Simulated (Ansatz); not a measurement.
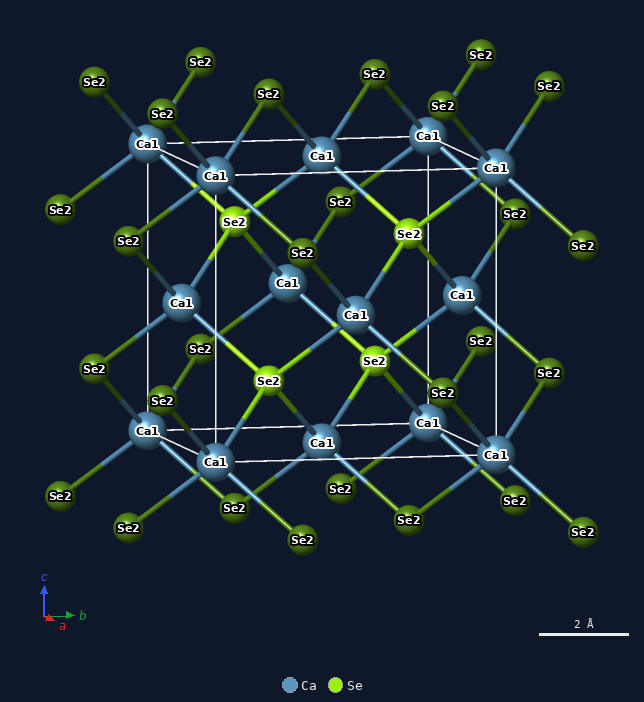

*The input geometry (ball-and-stick view of the cell 4 times as large as that of the calculation, set on its symmetry axes, seen slightly off an axis; neighbours outside the cell are drawn fainter; atoms are numbered from 1 in the order of the input).*

## CaSe: single-point calculation

CaSe (2 atoms in the cell), computed with DFT r2SCAN, scalar-relativistic, plane waves, PAW, no spin polarisation (Ansatz 0.2.0).

The structure was built on a prototype by a generator; it need not be a known phase. Figures and captions count atoms from 1; the log counts them from 0 in places.

**Input**
```yaml
crystal:
  lattice:
    - [0.0, 3.2795060436, 3.2795060436]
    - [3.2795060436, 0.0, 3.2795060436]
    - [3.2795060436, 3.2795060436, 0.0]
  atoms:
    - { symbol: Ca, position: [0.0, 0.0, 0.0] }
    - { symbol: Se, position: [0.25, 0.25, 0.25] }
basis:
  ecutwfc: 500
  ecutrho_ratio: 4
kpoints:
  mp_grid: { grid: [6, 6, 6] }
  band_path:
    path:
      - [[0.0, 0.0, 0.0], [-0.5, -0.5, 0.0], [-0.375, -0.375, 0.25]]
      - [[-0.375, 0.0, 0.375], [0.0, 0.0, 0.0], [0.0, 0.0, 0.5], [-0.5, -0.25, 0.25], [-0.5, -0.5, 0.0]]
    npoints: 14
hamiltonian:
  xc: r2scan
scf:
  occupations: { method: gaussian, width: 0.05 }
  n_extra_bands: 11
output:
  forces: true
  stress: true
  eigenvalues: true
  populations: true
  dos: { projected: true, de: 0.02, nscf_kmesh: { grid: [9, 9, 9] } }
  bader: true
  write_density: true
  write_potential: true
  elf: true
  volumetric_format: npy
```

Run as:
```bash
ansatz run input.yaml --threads 2 --pin off --max-ram 2662MiB --backend cpu --events-out ev --progress --plain --runs-dir out
```

**Output**
```
scf.n_extra_bands = 11 over 13 filled bands (N_el = 26.0): the run solves 24 bands
Engine: ansatz 0.2.0, aarch64-unknown-linux-gnu
Pseudopotentials: kind: paw
Pseudopotential: Ca, paw, valence charge 10, recommended cutoff 500 eV (meta_gga), Ca.paw.azcp
Pseudopotential: Se, paw, valence charge 16, recommended cutoff 500 eV (meta_gga), Se.paw.azcp
Functional definition: r2SCAN
  parameter k0 = 0.174
  parameter k1 = 0.065
  parameter a1 = 4.9479
  exchange = r2scan_x(k0 = k0, k1 = k1, a1 = a1)
  correlation = r2scan_c
Crystal: 2 atoms, lattice volume = 70.543 Å³
Basis set: ecut = 500 eV, 1807 PW (Γ), exchange–correlation on 144×144×144 points (64 copies of the dense FFT grid, shifted against one another)
Bands: 24, of which v1, the nominal top of the filled ones, is band 13 counted from 1 (12 counted from 0)
Symmetry: 24 space group operations
Space group: F-43m (ITA 216), of the structure as read, at distance tolerance 4.1e-5 Å
k-points: 16 of 216 (time reversal used)
Non-local potential: Ca, projectors of the file, l = 0: 3, l = 1: 2, l = 2: 2
Non-local potential: Se, projectors of the file, l = 0: 2, l = 1: 2, l = 2: 3, l = 3: 1
PAW form: soft (Blöchl's): semilocal exchange-correlation on the pseudo side does not see the compensation charge
PAW frozen core: Ca, regenerated for the run's functional (the file was generated under x = pbe(κ = 0.804, μ = 0.2195149727645171), c = pbe(β = 0.06672455060314922))
PAW frozen core: Se, regenerated for the run's functional (the file was generated under x = pbe(κ = 0.804, μ = 0.2195149727645171), c = pbe(β = 0.06672455060314922))
PAW one-centre angular grid: Ca, 302 points (default); XC on 160 Gauss nodes
PAW one-centre angular grid: Se, 590 points (default); XC on 160 Gauss nodes
Initial density: superposition of atomic densities (neutral atoms: chi_scale 0, normalization atom), corrected by the library's trained network
Initial wavefunctions: pseudopotential atomic-orbital guess
Functional: x = r2scan, c = r2scan; τ floored in thin density (d = 2e-4 eV/Å³)
SCF iter   1: F=—  HF=-7303.801667 eV  |F-HF|=—  |Δ(HF+E_count)|=         —  Δρ=5.04e-3  dr2=2.81e-2  dr2_τ=9.24e-3  ethr=1.77e-3  ⟨swp⟩=6.9  Hψ=2322  notcnv=0  defer=10
preconditioner: auto → none  [insulator: Δε(μ)=3.796 eV  Ē_g=11.847 eV  σ=0.050 eV  W_gap=1.00  n_scr=14 (ndim 8)  ℏωp=12.5 eV  f_vac=0.189  D(μ)=0.00/eV (n_scr^D=0)  ε∞_Penn≈2.1]
SCF iter   2: F=—  HF=-7303.834589 eV  |F-HF|=—  |Δ(HF+E_count)|=   3.29e-2  Δρ=1.69e-3  dr2=1.87e-3  dr2_τ=4.76e-4  ethr=1.08e-4  ⟨swp⟩=2.5  Hψ=769  notcnv=0  defer=50
SCF iter   3: F=—  HF=-7303.834554 eV  |F-HF|=—  |Δ(HF+E_count)|=   3.52e-5  Δρ=7.71e-4  dr2=2.72e-4  dr2_τ=2.35e-5  ethr=7.18e-6  ⟨swp⟩=2.7  Hψ=500  notcnv=0  defer=50
SCF iter   4: F=—  HF=-7303.834700 eV  |F-HF|=—  |Δ(HF+E_count)|=   1.46e-4  Δρ=2.80e-4  dr2=3.59e-5  dr2_τ=5.82e-6  ethr=1.04e-6  ⟨swp⟩=2.0  Hψ=466  notcnv=0  defer=50
SCF iter   5: F=—  HF=-7303.834715 eV  |F-HF|=—  |Δ(HF+E_count)|=   1.51e-5  Δρ=4.92e-5  dr2=7.90e-7  dr2_τ=1.13e-7  ethr=1.38e-7  ⟨swp⟩=2.4  Hψ=471  notcnv=0  defer=50
SCF iter   6: F=-7303.834716 eV  HF=-7303.834716 eV  |F-HF|=7.51e-9  |Δ(HF+E_count)|=   6.28e-7  Δρ=5.95e-6  dr2=9.85e-9  dr2_τ=1.76e-9  ethr=3.85e-10  ⟨swp⟩=13.4  Hψ=2634  notcnv=0
SCF 1 converged in 6 iterations: F = -7303.834716 eV  dr2 = 9.85e-9
  greatest PAW one-centre occupation: 1.000 electrons in one spin orbital (limit 2), on the Se atom at site 1 (counted from 0), in its partial waves of l = 2
```

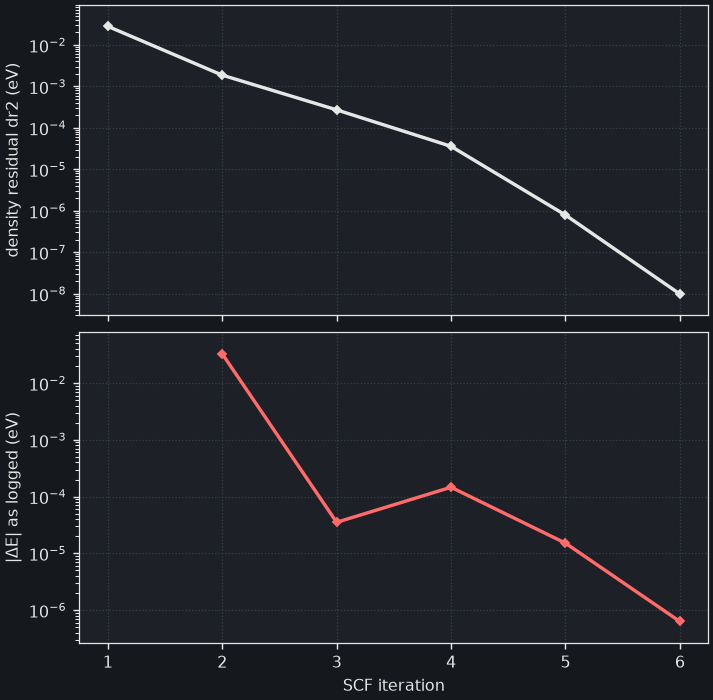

*Convergence of the self-consistent field: density residual dr2 and size of the energy change against the SCF iteration.*

The residual falls at every step.

```
NSCF: frozen V_eff on 86 k-points
NSCF: frozen V_eff on 35 k-points
SCF converged after 6 iterations
Free energy (F): -7303.834716 eV
Harris-Foulkes:  -7303.834716 eV  (|F-HF|=7.51e-9)
Internal energy: -7303.834716 eV  (E = F + TS)
E sigma→0 (E₀):  -7303.834716 eV
Fermi energy:    4.662459 eV
--- Per-component energies (eV) ---
  E_band       = -610.349306
  E_kinetic    = 397.601144
  E_local      = -3799.754243  (includes V_loc(G=0)·N_el)
  E_nonlocal   = -533.235048
  E_hartree    = 1731.136491
  E_xc         = -236.029426
  E_vxc        = -301.054240  (∫ρ·V_xc dr)
  E_paw        = -2788.200239  (= ΣΔE_a)
  E_vpaw       = 146.761294  (= ΣTr[D̂ρ^β])
  E_aug_tail   = -0.000212  (compensation charges beyond the density's cutoff)
  E_vtau       = 17.057568  (kinetic-family band-sum trace: ∫τ·v_τ [+ j·A + Jᵃ·Aᵃ] dr)
  E_ewald      = -2073.367749
  E_core_change = -1.985436  (= ΣΔE_core)
  E_smearing   = -0.000000  (= −TS)
  E_closure    = 0.000000  (closes the sum)
  Σ components = -7303.834716   (vs F -7303.834716, Δ=0.00e0)
--- Forces (eV/Å), atoms counted from 1 ---
  atom   1  Ca     0.00000000    -0.00000000     0.00000000
  atom   2  Se    -0.00000000     0.00000000    -0.00000000
  max |Σ_I F_I| component: 1.56e-16 eV/Å
--- Stress (GPa, compression-positive) ---
       -0.001217       0.000000      -0.000000
       -0.000000      -0.001217       0.000000
       -0.000000       0.000000      -0.001217
  P = ⅓ Tr σ = -0.0012 GPa (-0.012 kbar)
--- Band table (eV; the first three rows and the last of 16) ---
  k-point 0: bands = ["-42.6250", "-42.6250", "-42.6250", "-42.6214", "-42.6214", "-37.7907", "-17.9179", "-17.9179", "-17.9179", "-7.9014", "2.7223", "2.7223", "2.7223", "6.5121", "8.7541", "8.7541", "10.8062", "10.8062", "10.8062", "12.5886", "12.5886", "12.5886", "15.8944", "16.8350"]
  k-point 1: bands = ["-42.6250", "-42.6250", "-42.6250", "-42.6214", "-42.6214", "-37.7902", "-17.9299", "-17.9194", "-17.9194", "-7.8348", "2.3291", "2.7448", "2.7448", "7.2708", "8.6276", "8.6276", "10.3521", "10.8013", "10.8013", "11.8369", "12.8091", "12.8091", "15.8071", "16.0819"]
  k-point 2: bands = ["-42.6251", "-42.6249", "-42.6249", "-42.6213", "-42.6213", "-37.7892", "-17.9537", "-17.9223", "-17.9223", "-7.6999", "1.7890", "2.7832", "2.7832", "8.3092", "8.6467", "8.6467", "9.5581", "10.2658", "10.2658", "11.5326", "13.4212", "13.4212", "15.7690", "16.3098"]
  k-point 15: bands = ["-42.6251", "-42.6249", "-42.6249", "-42.6214", "-42.6213", "-37.7879", "-17.9642", "-17.9362", "-17.9321", "-7.5444", "1.8280", "2.4181", "2.7139", "6.9140", "8.3449", "9.3467", "9.5933", "10.1228", "11.7760", "12.7734", "13.1805", "13.3406", "16.1298", "16.7635"]
--- Löwdin populations: 2 sites ---
  site symbol       q [e]
     0     Ca      8.4230
     1     Se     17.3509
  spilling = 0.008698 (of n_electrons = 26.000000)
--- Bader charges: 2 sites ---
  site symbol  charge [e]  shift [e]
     0     Ca      1.5075     0.0001
     1     Se     -1.5075     0.0001
  estimated error of the sums over rays = 3.0e-4 e
```

**File bader_charges.tsv**
```
# site	symbol	x_ang	y_ang	z_ang	partial_charge_e	electrons	volume_ang3	relative_density_drop	shared_charge_e	partial_wave_shift_e
# quadrature_error_electrons = 3.0e-4
0	Ca	0.0000	0.0000	0.0000	1.50749	18.49251	16.35	-	1.50749	0.00009
1	Se	1.6398	1.6398	1.6398	-1.50749	35.50749	54.06	-	-1.50749	0.00009
```

**File populations.tsv**
```
# site	symbol	l	j	q
# orbitals = lowdin
# n_electrons = 26.000000
# spilling = 0.008698
0	Ca	0_3S	-	1.994107
0	Ca	0_4S	-	0.432861
0	Ca	1_3P	-	5.996024
1	Se	0_4S	-	1.859181
1	Se	1_4P	-	5.492019
1	Se	2_3D	-	9.999660
```

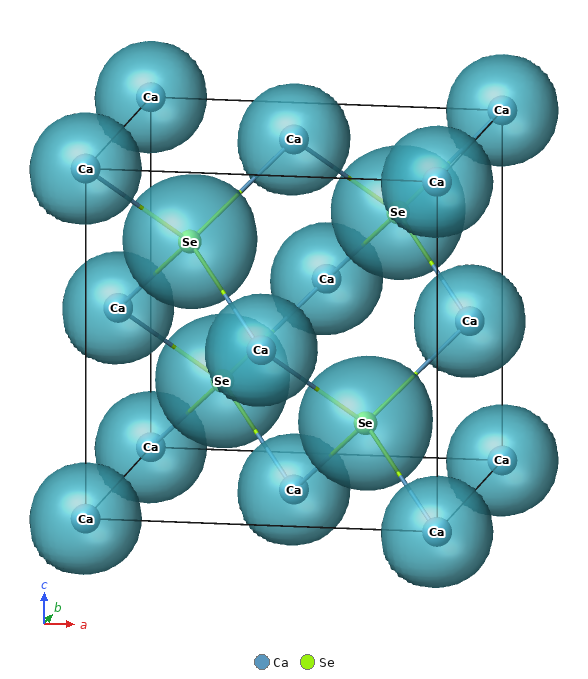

*Isosurface of the valence electron density at 0.3 e/Å³ (cyan), seen slightly off an axis. Sticks mark near contacts. The outline is the cell set on symmetry axes.*

At this value the density breaks into separate islands; it holds about 85 % of the electrons treated as valence (semicore included). It is pinched off along the Ca–Se (2.84 Å) contacts. On the grid the lowest density along these lines, outside the cores, is 0.2 e/Å³ (Ca–Se, 2.84 Å). In a PAW calculation such maps are meaningful between the atoms, not at the nuclei.

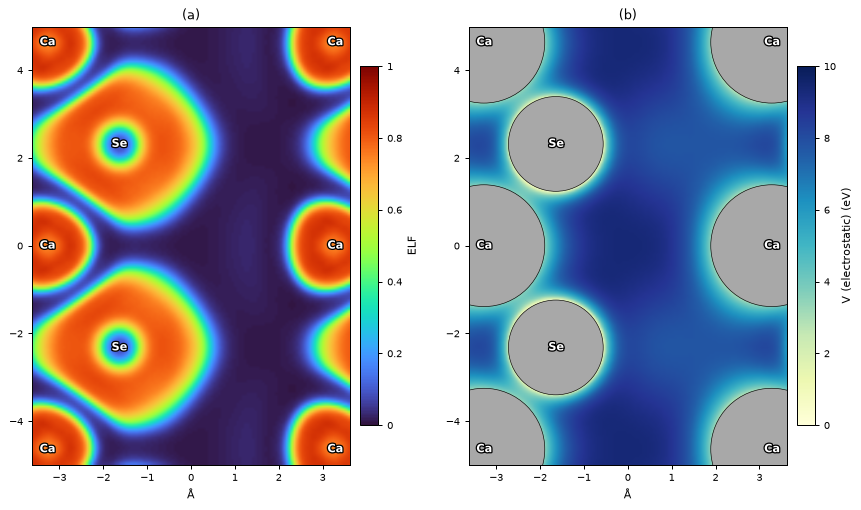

*(a) ELF; (b) electrostatic potential energy of an electron on the (101) plane of the conventional cell. Grey discs, where drawn, cover atomic cores.*

The section cuts through Ca and Se sites. Ca–Se (2.84 Å): the ELF is about 0.45 at the midpoint (a largely ionic contact). The strong features right at Ca lie inside the PAW spheres (semicore, d or f shells) and say nothing about bonding. Outside the cores the potential energy rises away from the atoms and is highest about 2.8 Å from the nearest atoms; outside the discs it spans about 9 eV, and its zero is arbitrary.

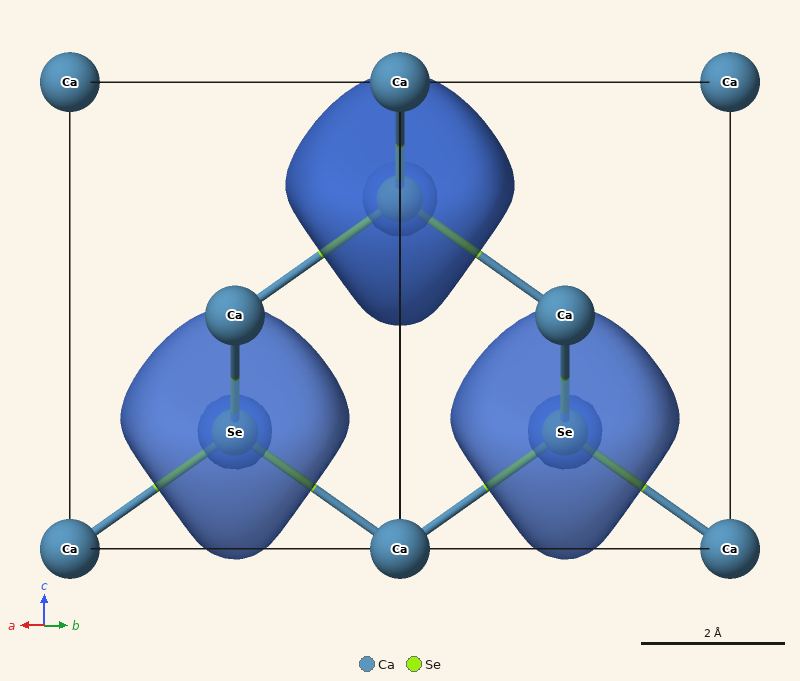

*Isosurface of the ELF at 0.6 (blue), seen along [110]. Core shells and regions of very low density are left out. Sticks mark near contacts. The outline is the cell set on symmetry axes.*

Along the contacts the grid gives the following.

**Results in brief**

```csv
quantity,value
outcome,converged
space group (tolerance 0.01 Å),F-43m (216)
electrons treated,26
free energy,−7303.8347 eV
Fermi energy,4.662 eV
gap on the k-point mesh,3.70 eV
gap on the band path,3.70 eV
pressure,0.00 GPa
largest force (length of the vector),under 0.001 eV/Å
hardware,"2 threads of Arm Neoverse V1, 24 GiB of memory available, shared host"
wall time,19 s (CPU time 38 s)
peak memory,0.51 GiB
```
